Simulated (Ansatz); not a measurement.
**BiH: density, localisation and related maps**

Input

```
crystal:
  lattice:
    - [3.2151828222, 0.0, 0.0263191871]
    - [0.0, 3.4611944813, 0.0]
    - [-0.032606633, 0.0, 7.2446373568]
  atoms:
    - { symbol: Bi, position: [0.0016232922, 0.0, 0.2502490326] }
    - { symbol: Bi, position: [0.9979375, 1.0, 0.7512759301] }
    - { symbol: H, position: [0.0010606408, 0.5, 0.5571060939] }
    - { symbol: H, position: [-0.0006214331, 0.5, 0.9412420782] }
basis:
  ecutwfc: 420
kpoints:
  mp_grid: { grid: [12, 10, 6] }
hamiltonian:
  xc: pbe
scf:
  occupations: { method: gaussian, width: 0.1 }
output:
  forces: true
  stress: true
  eigenvalues: true
  write_density: true
  write_potential: true
  elf: true
  volumetric_format: npy
relax:
  adjacent_minimum: "off"
  f_tol: 0.025
  max_steps: 70
  cell: { stress_tol: 0.12 }
```

Run with:

```sh
ansatz run input.yaml --threads 2 --pin off --max-ram 5120MiB --backend cpu --events-out ev --progress --plain --runs-dir out
```

Below, planes, directions and counts refer to the conventional cell (a = 6.49 Å, b = 4.21 Å, c = 3.28 Å, α = 90.00°, β = 90.01°, γ = 90.00°).

The fields are those of the relaxed geometry.

Space group Pmma; a structure from a database of computed crystals, not necessarily the ambient phase.

Computed with DFT PBE, scalar-relativistic, plane waves, PAW (Ansatz 0.2.0).

In a PAW calculation such maps are meaningful between the atoms, not at the nuclei.

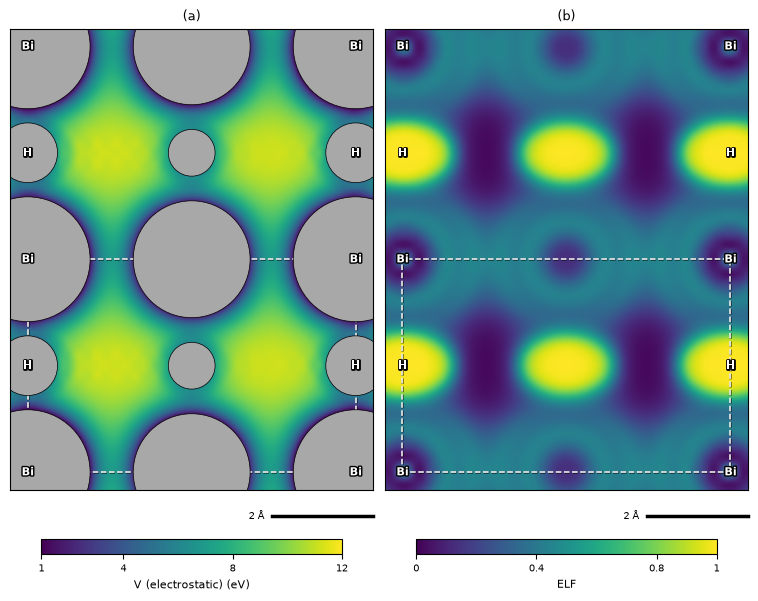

Figure 1. (a) electrostatic potential energy of an electron; (b) ELF on the (001) plane of the conventional cell. Grey discs cover the atomic cores in the potential map.

**Describe what can be read from this map.**

- The plane passes through Bi and H nuclei.
- Atoms just off the plane (Bi, 0.4 Å away and H, 0.4 Å away) can leave unmarked features too.
- Bi–H (2.11 Å): the ELF climbs to about 1 towards the hydrogen.
- The features right at Bi lie inside the PAW spheres, where the map follows smoothed inner orbitals and isn't to be read closely.
- Outside the cores the potential energy rises away from the atoms and is highest about 1.5 Å from the nearest atoms; its zero is arbitrary.

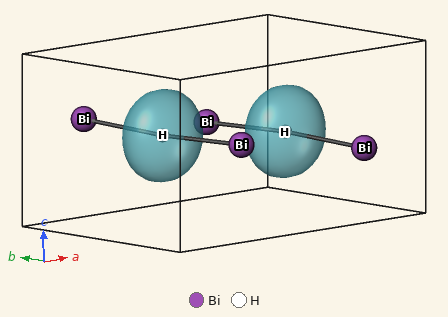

Figure 2. Isosurface of the ELF at 0.75 (cyan), seen at an oblique angle. Only the valence region is drawn (cores and ρ < 0.01 e/Å³ removed). Sticks mark near contacts.

**Describe the localisation domains.**

The ELF exceeds this value in two regions around hydrogen nuclei, counted in one cell of 4 atoms. Any copies at cell faces, edges or corners count once.

**Does the calculation make it a metal, or give it a gap?**

It is gapless in this calculation (a metal or semimetal).
